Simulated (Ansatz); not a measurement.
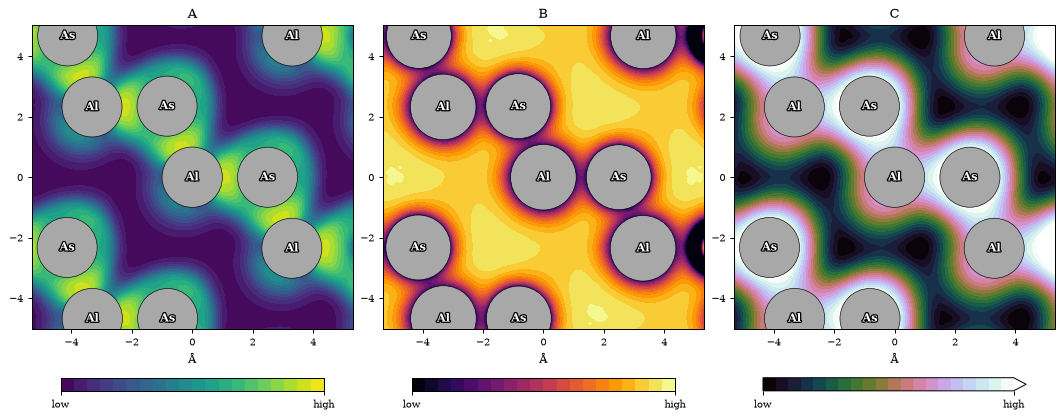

Al15As16 (cell with a defect): 3 fields on the (010) plane of the calculation cell, with unlabelled colour scales. Grey discs cover the atomic cores.

Spin-polarised.

Level of theory: Ansatz, DFT PBE, scalar-relativistic, plane waves, PAW.

### Match the panels to the quantities (electron localisation function, electrostatic potential energy of an electron and valence pseudo-density).

Panel A: electron localisation function. Panel B: electrostatic potential energy of an electron (low next to the atoms, rising into the space between them). Panel C: valence pseudo-density. From the grid: Al–As (2.49 Å): ρ at the midpoint is about 0.45 e/Å³; the ELF peaks at about 0.90 between the atoms.
